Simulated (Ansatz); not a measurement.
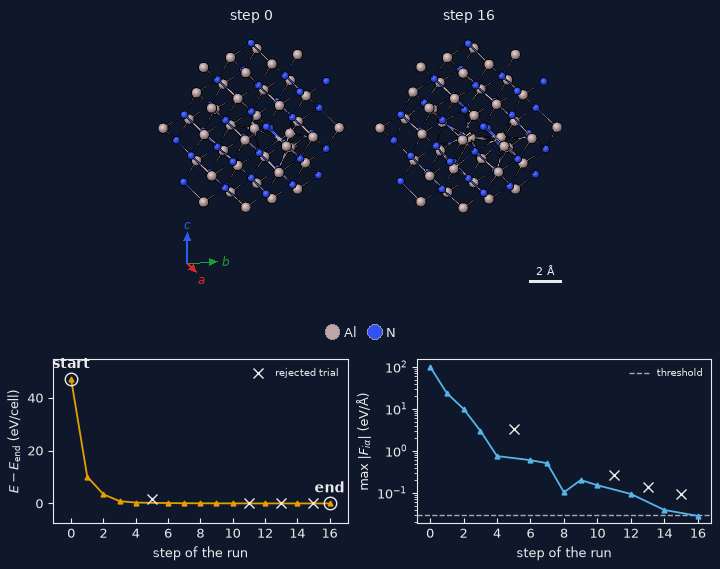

First and last geometry of a relaxation of a defect cell of composition Al33N32, with the history of the run. A ball-and-stick model of the atoms within 5.8 Å of the atom that moves most (axes of the cell of the calculation (origin shifted)), seen slightly off an axis.

Theory: Ansatz, DFT, PBEsol, PAW, plane waves. Settings: plane-wave cutoff 420 eV; k-point mesh 1 × 1 × 1; mesh shifted by (0.25, 0.25, 0.25); collinear spin; atoms relaxed in a fixed cell; force threshold 0.03 eV/Å; at most 80 steps.

> Did the run converge, and what did it change?

It converged. The atom that moves furthest is an Al atom (0.59 Å along −c). By element the largest moves are Al 0.59 Å, N 0.29 Å. The cell doesn't change. Some distances before and after: Al–N 1.098 → 1.806 Å, Al–N 1.103 → 1.776 Å, Al–Al 1.768 → 2.340 Å, Al–Al 1.772 → 2.247 Å. Bond angles that change, for instance: Al–Al–N 91.7° → 65.2°, Al–Al–N 89.0° → 65.3°, Al–N–Al 108.1° → 131.0°. The energy falls by 47.081 eV per cell of the calculation in 12 accepted moves (16 points after the start). The largest force component goes from 100 to 0.028 eV/Å. The line search rejected the trial steps at points 5, 11, 13, 15 of the run. The run took 67 s on 8 threads of AMD EPYC 9R45 96-Core Processor, peak memory 1.7 GiB.

```json
{"step": "0", "E − E(0), meV/atom": "0.00", "largest force component, eV/Å": "101.4000", "note": ""}
{"step": "1", "E − E(0), meV/atom": "-569.05", "largest force component, eV/Å": "23.8100", "note": ""}
{"step": "2", "E − E(0), meV/atom": "-671.04", "largest force component, eV/Å": "10.0400", "note": ""}
{"step": "3", "E − E(0), meV/atom": "-711.13", "largest force component, eV/Å": "3.0420", "note": ""}
{"step": "4", "E − E(0), meV/atom": "-719.30", "largest force component, eV/Å": "0.7544", "note": ""}
{"step": "5", "E − E(0), meV/atom": "-697.44", "largest force component, eV/Å": "3.3660", "note": "rejected"}
{"step": "6", "E − E(0), meV/atom": "-722.20", "largest force component, eV/Å": "0.6021", "note": ""}
{"step": "7", "E − E(0), meV/atom": "-723.12", "largest force component, eV/Å": "0.5085", "note": ""}
{"step": "8", "E − E(0), meV/atom": "-723.55", "largest force component, eV/Å": "0.1034", "note": ""}
{"step": "9", "E − E(0), meV/atom": "-723.72", "largest force component, eV/Å": "0.2023", "note": ""}
{"step": "10", "E − E(0), meV/atom": "-723.95", "largest force component, eV/Å": "0.1524", "note": ""}
{"step": "11", "E − E(0), meV/atom": "-723.80", "largest force component, eV/Å": "0.2687", "note": "rejected"}
{"step": "12", "E − E(0), meV/atom": "-724.21", "largest force component, eV/Å": "0.0944", "note": ""}
{"step": "13", "E − E(0), meV/atom": "-724.20", "largest force component, eV/Å": "0.1360", "note": "rejected"}
{"step": "14", "E − E(0), meV/atom": "-724.31", "largest force component, eV/Å": "0.0392", "note": ""}
{"step": "15", "E − E(0), meV/atom": "-724.31", "largest force component, eV/Å": "0.0931", "note": "rejected"}
{"step": "16", "E − E(0), meV/atom": "-724.32", "largest force component, eV/Å": "0.0284", "note": ""}
```
